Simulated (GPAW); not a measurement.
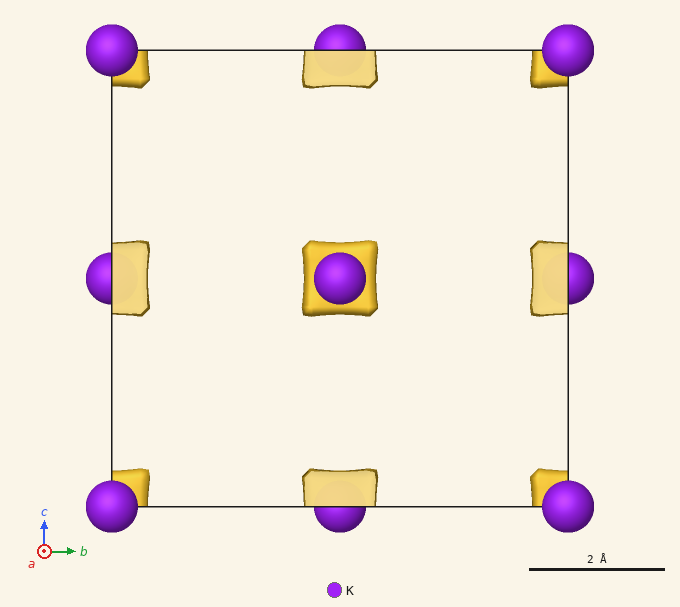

The yellow surface encloses the points that the centre of a probe sphere of radius 0.85 Å can occupy in K in space group Fm-3m, computed on a grid of about 0.14 Å (1×1×1 cells shown, view along the a axis; pale faces close the region where the box cuts it).

Atoms are hard spheres with covalent radii (Cordero): K 2.03 Å.

The cell is taken from a cell listed in the Materials Project, as set up for an electronic-structure calculation.

```yaml
crystal:
  lattice:
    - [6.78375, 0.00000, 0.00000]
    - [0.00000, 6.78375, 0.00000]
    - [0.00000, 0.00000, 6.78375]
  atoms:
    - { symbol: K, position: [0.00000, 0.00000, 0.00000] }
    - { symbol: K, position: [0.00000, 0.50000, 0.50000] }
    - { symbol: K, position: [0.50000, 0.00000, 0.50000] }
    - { symbol: K, position: [0.50000, 0.50000, 0.00000] }
```

Describe the connectivity of the accessible space.

Answer. They are isolated pockets that do not connect across cells.

What share of the cell can the probe's centre reach?

Answer. About 1.7 % of the volume (5.3 Å³ of 312.2 Å³).

Give the largest included and the largest free sphere.

Answer. The largest sphere that fits anywhere has a diameter of 2.72 Å; the largest that can travel through the crystal, about 1.5 Å.

How does the connectivity change as the probe shrinks?

Answer. Below a radius of about 0.74 Å the space forms a three-dimensional network. These are grid estimates, good to about 0.05 Å.
